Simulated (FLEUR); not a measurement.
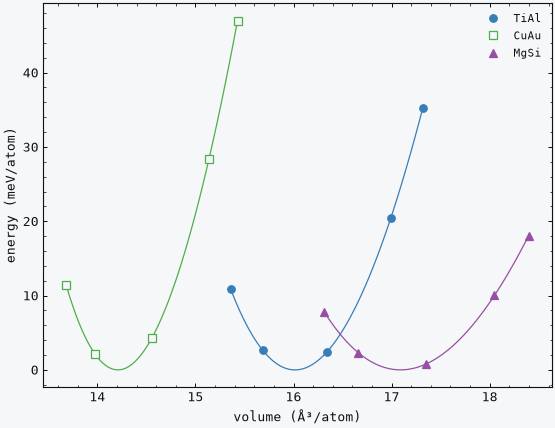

Plotted: energy against volume, with one curve for each compound, for CuAu, MgSi and TiAl (all in space group P4/mmm (No. 123)).

Calculation (FLEUR MaX-R8.1 (later development tree)): all-electron LAPW DFT, no spin polarisation; energies at scaled volumes of the given cell, shape and fractions fixed, counted from the fit's minimum, third-order Birch-Murnaghan fit. Level: SCAN.

- k mesh: 9×9×7
- occupations: Fermi–Dirac
- smearing width: 0.05 eV
- potentials: all electron

Settings that differ: TiAl: k mesh 9×9×7; CuAu: ; MgSi:.

### Order the curves by fitted equilibrium volume, smallest first.

CuAu 14.210, TiAl 16.015, MgSi 17.091 Å³/atom.

### Order the curves by fitted bulk modulus, smallest first.

MgSi 65.4, TiAl 121.2, CuAu 171.9 GPa.

Note: spin-orbit coupling left out, heavy elements (CuAu); shape and atomic fractions are frozen while scaling, which makes layered, chain and framework solids too stiff.
